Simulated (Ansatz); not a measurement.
WC: several calculations on one system

### Relaxation

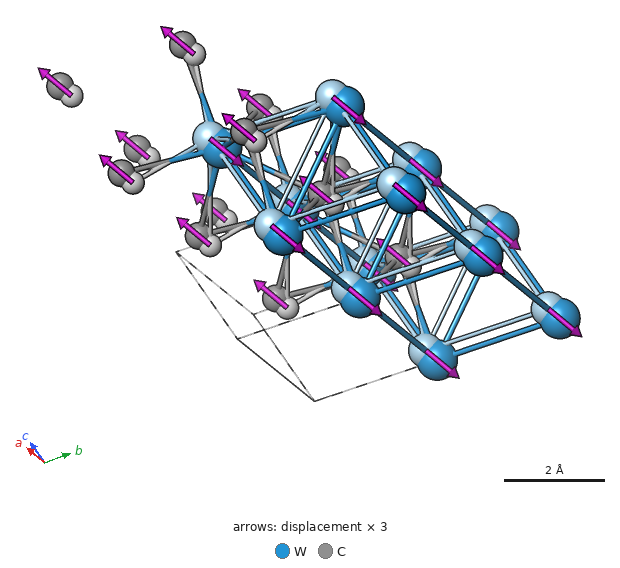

A relaxation of crystalline WC (set up in P1). The starting structure is drawn faded, the final one solid; purple arrows show the displacements, 3 times their true length.

Style: ball-and-stick. Shown: the cell of the calculation, reduced to other axes, repeated 3 × 2 × 2 with one cell outlined, from a free direction. Lengths and directions refer to the drawn axes.

Case: all atoms moved at random, sigma 0.4 Å for each component; relaxed back.

Method: DFT PBE, scalar-relativistic, plane waves, PAW (Ansatz 0.2.0). Settings: plane-wave cutoff 420 eV; k-point mesh 12 × 12 × 12; occupations gaussian; smearing width 0.15 eV; no spin polarisation; cell and atoms relaxed; force threshold 0.01 eV/Å; at most 80 steps.

Q: What did the optimiser do to the structure, and how much energy did it gain?

A: The largest moves, 0.30 Å, are those of W and C atoms. Largest moves by element: W 0.30 Å, C 0.30 Å. The cell doesn't change. Near-neighbour distances that change, for instance: C–W 2.791 → 2.207 Å, C–W 1.720 → 2.207 Å, C–W 2.456 → 2.207 Å, C–W 1.965 → 2.207 Å. New bonds form: C–W (2.79 → 2.21 Å). Bond angles that change, for instance: W–C–W 104.7° → 82.9°, W–C–W 154.9° → 135.1°, W–C–W 115.4° → 135.1°. The space group (tolerance 0.01 Å) goes from P1 (No. 1) to P-6m2 (No. 187). After 5 accepted moves (6 points after the start) the energy has fallen by 1435 meV per atom. The largest force component goes from 8.3 to 0.00012 eV/Å. Pressure: 62.82 GPa at the start and 0.02 GPa at the end. At 1 point the geometry stayed and the basis and grid were re-selected for the new cell (energy shift of less than 0.05 meV per atom at most each time). Cost: 2.8 min on 1 thread of Intel(R) Xeon(R) Platinum 8259CL CPU @ 2.50GHz (Skylake/Cascade Lake), on a shared host, peak memory 0.67 GiB.

### Relaxation

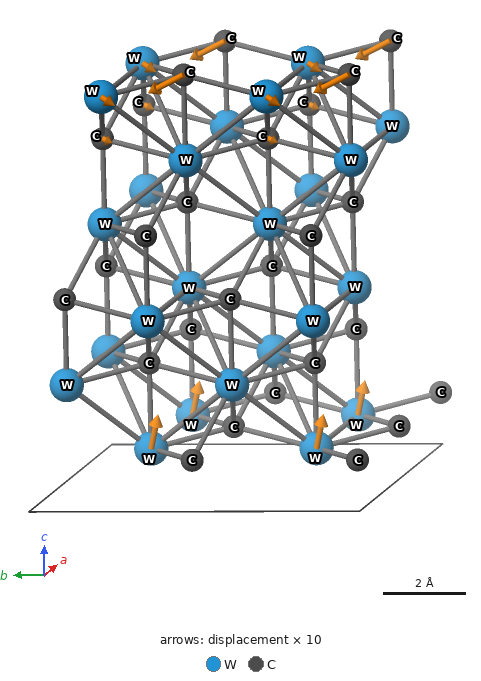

This is a relaxation of a slab of composition WC (cut from the P-6m2 phase). The starting structure is drawn; orange arrows show the displacements, magnified 10 times.

A ball-and-stick model of the 2 × 2 repeat of the cell, outlined in the plane, without the vacuum, seen from a free direction.

Case: (1 0 1) slab, atoms relaxed. The slab is the (1 0 1) face of WC.

These are results of DFT PBEsol, scalar-relativistic, plane waves, PAW in Ansatz 0.2.0, not measurements.

Input file:
```yaml
crystal:
  lattice:
    - [2.8984136678, 0.0, 0.0]
    - [-1.4492068339, 3.7810038897, 0.0]
    - [0.0, 0.0, 24.6987132914]
  atoms:
    - { symbol: W, position: [0.7203625338, 0.4407250676, 0.3036595434] }
    - { symbol: C, position: [0.0070896228, 0.0141792456, 0.3163266696] }
    - { symbol: W, position: [0.4407250676, 0.8814501353, 0.3796623008] }
    - { symbol: C, position: [0.7274521566, 0.4549043132, 0.392329427] }
    - { symbol: W, position: [0.1610876015, 0.3221752029, 0.4556650582] }
    - { symbol: C, position: [0.4478146904, 0.8956293809, 0.4683321844] }
    - { symbol: W, position: [0.8814501353, 0.7629002706, 0.5316678156] }
    - { symbol: C, position: [0.1681772243, 0.3363544485, 0.5443349418] }
    - { symbol: W, position: [0.6018126691, 0.2036253382, 0.607670573] }
    - { symbol: C, position: [0.8885397581, 0.7770795161, 0.6203376992] }
    - { symbol: W, position: [0.3221752029, 0.6443504058, 0.6836733304] }
    - { symbol: C, position: [0.6089022919, 0.2178045838, 0.6963404566] }
basis:
  ecutwfc: 420
kpoints:
  mp_grid: { grid: [13, 9, 1] }
hamiltonian:
  xc: pbesol
scf:
  occupations: { method: gaussian, width: 0.1 }
output:
  forces: true
  eigenvalues: true
  write_density: true
  write_potential: true
  elf: true
  volumetric_format: npy
relax:
  adjacent_minimum: "off"
  f_tol: 0.02
  max_steps: 60
efield:
  axis: 3
  dipole_correction: true
  ramp_width: 0.04
```

Run as
```bash
ansatz run input.yaml --threads 1 --pin off --max-ram 2560MiB --backend cpu --events-out ev --progress --plain --runs-dir out
```

Question: What did the optimiser do to the structure, and how much energy did it gain?

Answer: C12 moves most relative to the layer's centre: 0.11 Å at 58° to the normal (−c side). By element the largest moves are C 0.11 Å, W 0.09 Å. The lattice vectors keep their values. Among the contacts that change: W11–C12 2.191 → 2.315 Å, W1–C4 2.191 → 2.082 Å, W11–C12 (another image) 2.191 → 2.091 Å, W1–W3 2.828 → 2.754 Å. Among the angles between lasting bonds that change: W11–C12–W11 82.8° → 87.7°, W9–C12–W11 82.8° → 85.3°. The energy falls by 0.226 eV per cell of the calculation in 5 geometry steps. Largest force component: 1.8 eV/Å at the start, 0.0018 eV/Å at the end.

### A change

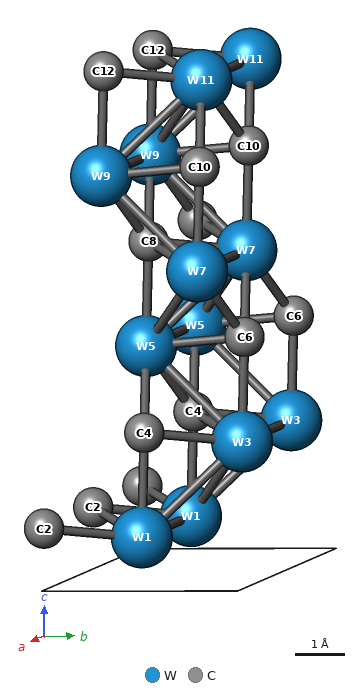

Reference structure: a (1 0 1) slab of WC as cut from the relaxed bulk. The picture is a ball-and-stick view of the 2 × 1 repeat of the cell, outlined in the plane, without the vacuum, seen slightly off an axis.

Computed with DFT PBEsol, scalar-relativistic, plane waves, PAW in Ansatz. Settings: plane-wave cutoff 420 eV; occupations gaussian; smearing width 0.1 eV; no spin polarisation. The k-mesh is chosen for each cell (13×9×18, 13×9×1).

Now this is done to it. The atoms of the slab are relaxed at the bulk's in-plane cell.

### Predict the response.

The surface energy (mean of the two faces) falls from 4.38 to 4.22 J/m². The top spacing, between the C and W planes, goes from 0.31 to 0.28 Å (−12.0 %), the bottom one (W to C) from 0.31 to 0.22 Å (−29.9 %). The cell stays as it was. The atom that moves furthest relative to the layer's centre is C12 (0.11 Å at 58° to the normal (−c side)). Largest moves by element: C 0.11 Å, W 0.09 Å. Near-neighbour distances before and after: C–W 2.191 → 2.082 to 2.315 Å, W–W 2.828 → 2.754 to 2.833 Å, W–W 2.898 → 2.855 to 2.914 Å.

The changed structure in the same view:

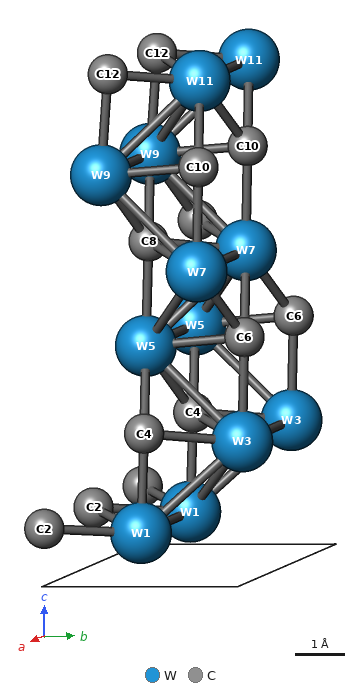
